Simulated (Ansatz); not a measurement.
Run report: Li3S2, geometry relaxation (part 1 of 2)

Li3S2 (P6/mmm, 5 atoms in the cell), computed with DFT PBE, scalar-relativistic, plane waves, PAW, no spin polarisation (Ansatz 0.2.0).

The structure was made by swapping elements on the sites of another compound; it need not be a known phase. It belongs to a series of runs on one base structure; here: anti-La2O3 type (P321, No. 150). Figures and captions count atoms from 1; the log counts them from 0 in places.

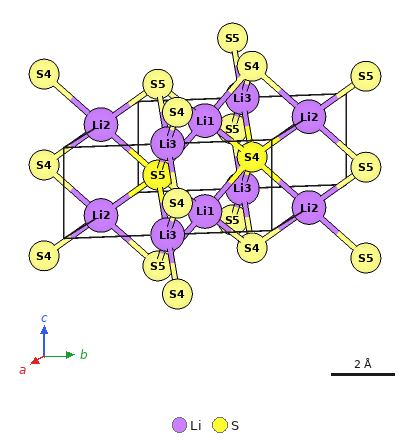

Figure 1. The input geometry (ball-and-stick view of the cell of the calculation, seen slightly off an axis; neighbours outside the cell are drawn fainter; atoms are numbered from 1 in the order of the input).

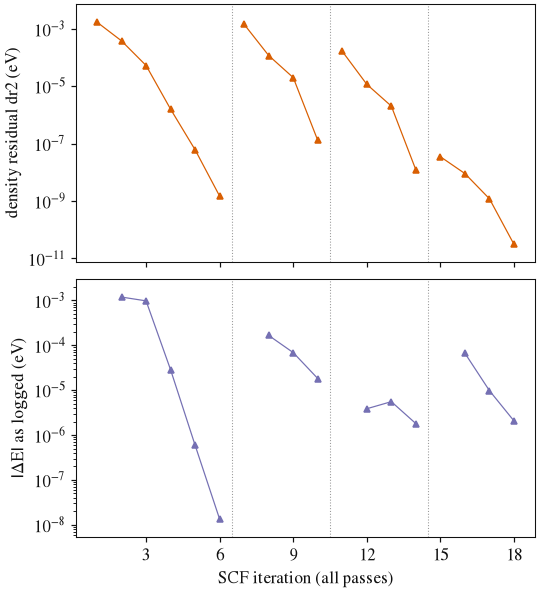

Figure 2. Convergence of the self-consistent field: density residual dr2 and size of the energy change against the SCF iteration. The dotted lines part the SCF passes of the relaxation: geometry steps, rejected trials and re-solves on a re-selected basis. The passes take 6, 4, 4 and 4 iterations.

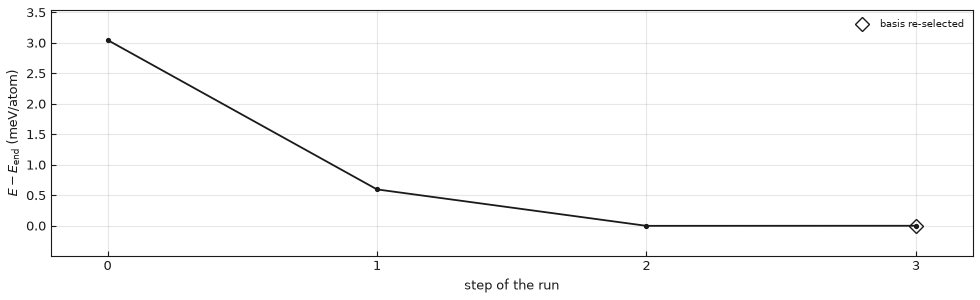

Figure 3. Progress of the relaxation, step by step (the first geometry is step 0 here and step 1 in the log).

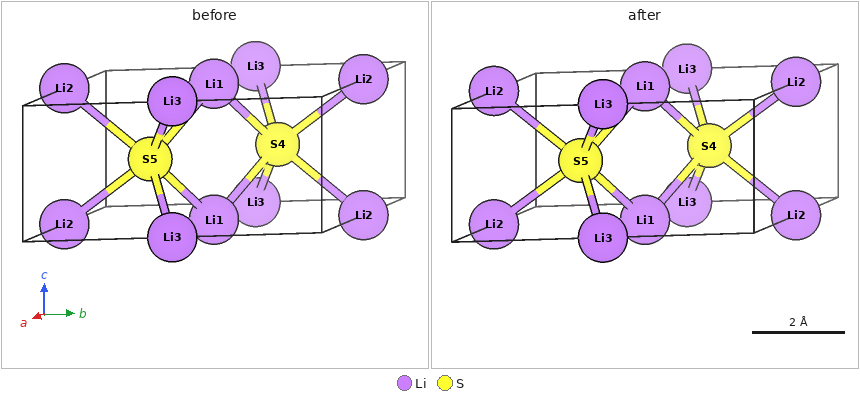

Figure 4. Before (left) and after (right) the relaxation, at one scale (ball-and-stick view of the cell of the calculation, seen slightly off an axis). No atom moves by more than 0.005 Å relative to the cell. The drawn cell changes as follows: a = b 6.744 → 6.811 Å (+1.0 %), c 2.991 → 2.935 Å (−1.9 %); the volume changes by +0.1 %. The space group stays P6/mmm (No. 191). After 2 geometry steps the energy has fallen by 3.0 meV per atom. All forces vanish by symmetry, so only the cell relaxes. The pressure goes from −0.22 to −0.01 GPa. A last SCF at the same geometry on a re-selected plane-wave basis shifts the energy by +0.0 meV per atom. (Atoms are counted from 1 in the order of the input.)

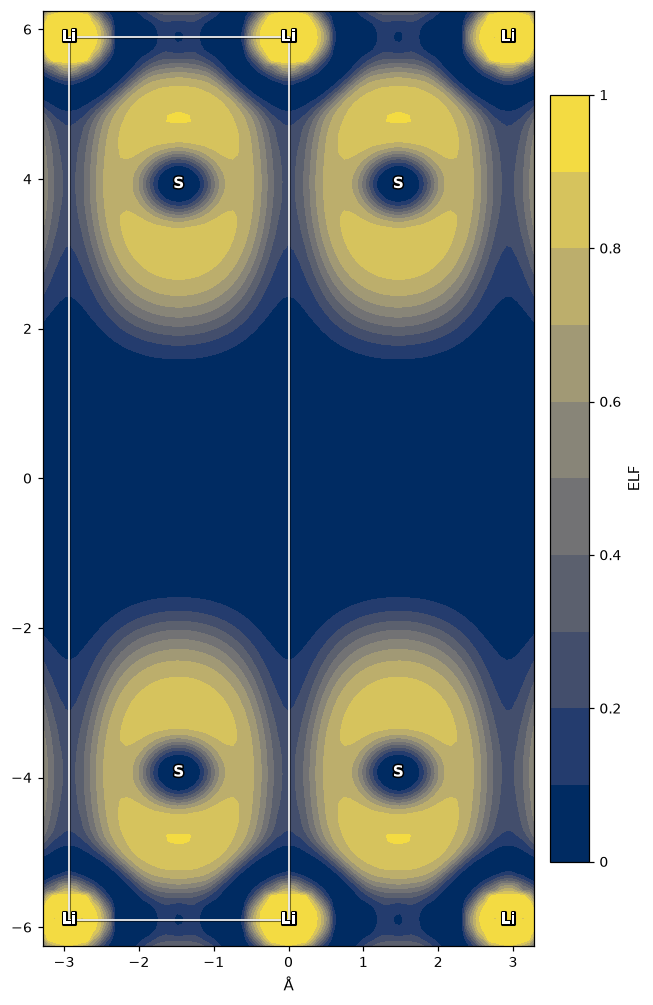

Figure 5. Electron localisation function on the (110) plane of the conventional cell. Atoms in the plane: Li and S. Li–S (2.45 Å): the ELF is about 0.75 at the midpoint (no shared pair; the contact is polar). The strong features right at Li lie inside the PAW spheres (semicore, d or f shells) and say nothing about bonding. The fields are those of the smooth PAW valence density.

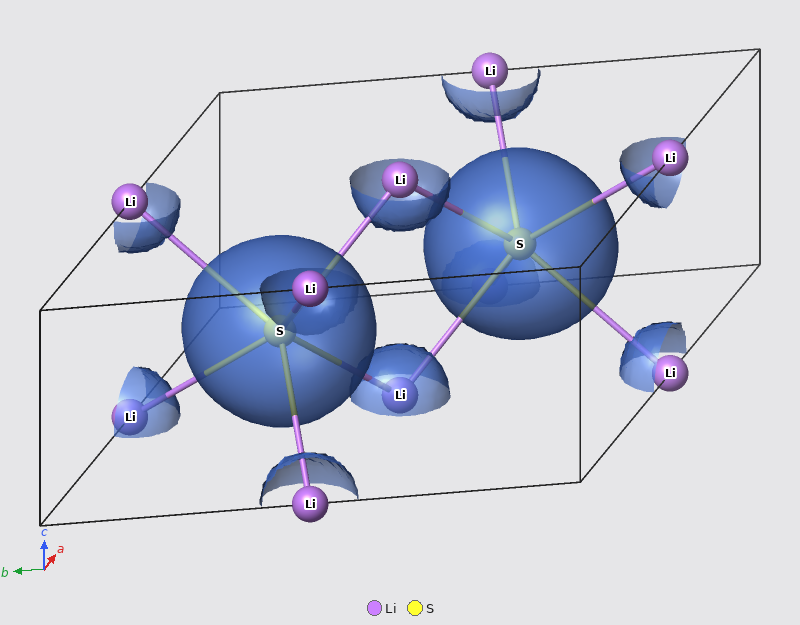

Figure 6. Isosurface of the valence electron density at 0.3 e/Å³ (blue), seen at an oblique angle. Sticks mark near contacts. The outline is the cell set on symmetry axes. At this value the density breaks into separate islands; it holds about 70 % of the electrons treated as valence (semicore included). It is pinched off along the Li–S (2.45 Å) contacts. On the grid the lowest density along these lines, outside the cores, is 0.15 e/Å³ (Li–S, 2.45 Å).

The input that produced these results follows, with the program's output.

Input file:
```yaml
crystal:
  lattice:
    - [6.7443933917, 0.0, 0.0]
    - [-3.3721966959, 5.8408160104, 0.0]
    - [0.0, 0.0, 2.9910792686]
  atoms:
    - { symbol: Li, position: [0.5, 0.5, 0.0] }
    - { symbol: Li, position: [0.5, 0.0, 0.0] }
    - { symbol: Li, position: [0.0, 0.5, 0.0] }
    - { symbol: S, position: [0.3333333333, 0.6666666667, 0.5] }
    - { symbol: S, position: [0.6666666667, 0.3333333333, 0.5] }
basis:
  ecutwfc: 420
kpoints:
  mp_grid: { grid: [6, 6, 12] }
hamiltonian:
  xc: pbe
scf:
  occupations: { method: gaussian, width: 0.1 }
output:
  forces: true
  stress: true
  eigenvalues: true
  write_density: true
  write_potential: true
  elf: true
  volumetric_format: npy
relax:
  adjacent_minimum: "off"
  f_tol: 0.01
  max_steps: 80
  cell: { stress_tol: 0.05 }
```

Command:
```bash
ansatz run input.yaml --threads 1 --pin off --max-ram 2560MiB --backend cpu --events-out ev --progress --plain --runs-dir out
```

Output:
```
Engine: ansatz 0.2.0, x86_64-unknown-linux-gnu
Pseudopotentials: kind: paw
Pseudopotential: Li, paw, valence charge 3, recommended cutoff 420 eV (normal), Li.paw.azcp
Pseudopotential: S, paw, valence charge 6, recommended cutoff 420 eV (normal), S.paw.azcp
Functional definition: PBE
  parameter kappa = 0.804
  parameter beta = 0.06672455060314922
  exchange = pbe_x(kappa = kappa, mu = beta*pi^2/3)
  correlation = pbe_c(beta = beta)
Crystal: 5 atoms, lattice volume = 117.827 Å³
Basis set: ecut = 420 eV, 2277 PW (Γ), exchange–correlation on 96×96×40 points (8 copies of the dense FFT grid, shifted against one another)
Bands: 16, of which v1, the nominal top of the filled ones, is band 11 counted from 1 (10 counted from 0)
Symmetry: 24 space group operations
Space group: P6/mmm (ITA 191), of the structure as read, at distance tolerance 4.9e-5 Å
k-points: 49 of 432
Non-local potential: Li, projectors of the file, l = 0: 3, l = 1: 2, l = 2: 1
Non-local potential: S, projectors of the file, l = 0: 2, l = 1: 2, l = 2: 2
PAW form: soft (Blöchl's): semilocal exchange-correlation on the pseudo side does not see the compensation charge
PAW one-centre angular grid: Li, 110 points (default); XC on 64 Gauss nodes
PAW one-centre angular grid: S, 110 points (default); XC on 64 Gauss nodes
Initial density: superposition of atomic densities (neutral atoms: chi_scale 0, normalization atom), corrected by the library's trained network
Initial wavefunctions: pseudopotential atomic-orbital guess
Functional: x = pbe(κ = 0.804, μ = 0.2195149727645171), c = pbe(β = 0.06672455060314922)
SCF iter   1: F=—  HF=-2423.313551 eV  |F-HF|=—  |Δ(HF+E_count)|=         —  Δρ=1.51e-3  dr2=1.72e-3  ethr=1.77e-3  ⟨swp⟩=5.8  Hψ=4438  notcnv=0
preconditioner: auto → none  [insulator: Δε(μ)=0.946 eV  Ē_g=9.706 eV  σ=0.100 eV  W_gap=1.00  n_scr=12 (ndim 8)  ℏωp=13.2 eV  f_vac=0.250  D(μ)=0.00/eV (n_scr^D=0)  ε∞_Penn≈2.9]
SCF iter   2: F=—  HF=-2423.314738 eV  |F-HF|=—  |Δ(HF+E_count)|=   1.19e-3  Δρ=7.49e-4  dr2=3.82e-4  ethr=8.19e-6  ⟨swp⟩=2.0  Hψ=1702  notcnv=0  defer=12
SCF iter   3: F=—  HF=-2423.315716 eV  |F-HF|=—  |Δ(HF+E_count)|=   9.79e-4  Δρ=2.20e-4  dr2=5.30e-5  ethr=1.82e-6  ⟨swp⟩=2.0  Hψ=1156  notcnv=0  defer=12
SCF iter   4: F=—  HF=-2423.315745 eV  |F-HF|=—  |Δ(HF+E_count)|=   2.84e-5  Δρ=3.49e-5  dr2=1.59e-6  ethr=2.52e-7  ⟨swp⟩=2.0  Hψ=1045  notcnv=0  defer=12
iter 5 did not close the SCF: its close was put off for the readings that it lacked (scf_convergence_deferred on its scf_iter line)
SCF iter   5: F=-2423.315745 eV  HF=-2423.315745 eV  |F-HF|=9.65e-9  |Δ(HF+E_count)|=   5.90e-7  Δρ=6.19e-6  dr2=6.09e-8  ethr=7.56e-9  ⟨swp⟩=2.0  Hψ=1085  notcnv=0  defer=12
SCF iter   6: F=-2423.315745 eV  HF=-2423.315745 eV  |F-HF|=1.10e-9  |Δ(HF+E_count)|=   1.33e-8  Δρ=1.10e-6  dr2=1.48e-9  ethr=2.90e-10  ⟨swp⟩=10.5  Hψ=5289  notcnv=0
SCF 1 converged in 6 iterations: F = -2423.315745 eV  dr2 = 1.48e-9
  greatest PAW one-centre occupation: 1.000 electrons in one spin orbital (limit 2), on the Li atom at site 2 (counted from 0), in its partial waves of l = 0
relax step   1: F+E_penalty+E_count = -2423.31574548 eV  Δ(F+E_penalty+E_count) = +0.000e0 eV  max|allowed force component| = 3.238e-17 eV/Å  Δτ_max = 0.0000 Å  P = -0.219 GPa  Ω = 117.827 Å³  (6 SCF iters, dr2 threshold 1.00e-7 eV, accepted)
Crystal: 5 atoms, lattice volume = 117.837 Å³
Basis set: ecut = 420 eV, 2325 PW (Γ), exchange–correlation on 96×96×40 points (8 copies of the dense FFT grid, shifted against one another)
Initial density: handed on by an earlier stage of this run
Initial wavefunctions: those handed on with the density
iter 1 solved again at ethr=5.78e-6 eV; its pass at ethr=3.10e-3 eV (dr2=1.21e-3 eV) is discarded
SCF iter   1: F=—  HF=-2423.328075 eV  |F-HF|=—  |Δ(HF+E_count)|=         —  Δρ=1.08e-3  dr2=1.44e-3  ethr=5.78e-6  ⟨swp⟩=2.0  Hψ=5294  notcnv=0
preconditioner: auto → none  [insulator: Δε(μ)=1.162 eV  Ē_g=9.691 eV  σ=0.100 eV  W_gap=1.00  n_scr=12 (ndim 8)  ℏωp=13.2 eV  f_vac=0.259  D(μ)=0.00/eV (n_scr^D=0)  ε∞_Penn≈2.9]
SCF iter   2: F=—  HF=-2423.327909 eV  |F-HF|=—  |Δ(HF+E_count)|=   1.66e-4  Δρ=4.18e-4  dr2=1.18e-4  ethr=5.78e-6  ⟨swp⟩=2.0  Hψ=1101  notcnv=0
SCF iter   3: F=—  HF=-2423.327978 eV  |F-HF|=—  |Δ(HF+E_count)|=   6.88e-5  Δρ=1.70e-4  dr2=2.01e-5  ethr=5.62e-7  ⟨swp⟩=2.3  Hψ=972  notcnv=0
SCF iter   4: F=-2423.327997 eV  HF=-2423.327996 eV  |F-HF|=2.15e-7  |Δ(HF+E_count)|=   1.82e-5  Δρ=1.34e-5  dr2=1.30e-7  ethr=2.38e-9  ⟨swp⟩=9.6  Hψ=6288  notcnv=0
SCF 2 converged in 4 iterations: F = -2423.327997 eV  dr2 = 1.30e-7
  greatest PAW one-centre occupation: 1.000 electrons in one spin orbital (limit 2), on the Li atom at site 1 (counted from 0), in its partial waves of l = 0
relax step   2: F+E_penalty+E_count = -2423.32799656 eV  Δ(F+E_penalty+E_count) = -1.225e-2 eV  max|allowed force component| = 4.626e-17 eV/Å  Δτ_max = 0.0000 Å  P = +0.137 GPa  Ω = 117.837 Å³  energy of the carried Pulay correction = +8.002e-6 eV  (4 SCF iters, dr2 threshold 5.00e-7 eV, accepted)
Crystal: 5 atoms, lattice volume = 117.923 Å³
Basis set: ecut = 420 eV, 2313 PW (Γ), exchange–correlation on 96×96×40 points (8 copies of the dense FFT grid, shifted against one another)
iter 1 solved again at ethr=8.29e-7 eV; its pass at ethr=3.10e-3 eV (dr2=1.74e-4 eV) is discarded
```
